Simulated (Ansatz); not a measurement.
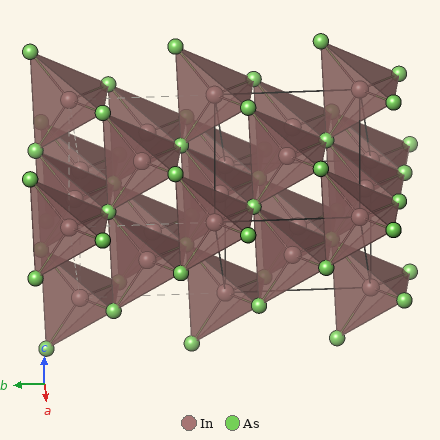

Polyhedra are drawn about In (bonds: As–In below 3 Å); other atoms are plain spheres.

The compound is InAs (space group F-43m, No. 216), taken as a calculation's input that goes back to an entry of the Crystallography Open Database (an earlier step may have relaxed or displaced it).

Sharing among the drawn polyhedra:

| site | polyhedron | corner-sharing neighbours | edge-sharing | face-sharing | bond (Å) |
| --- | --- | --- | --- | --- | --- |
| In | InAs4 tetrahedron | 12 | 0 | 0 | 2.65 |

They form a three-dimensional framework of corner-sharing tetrahedra.
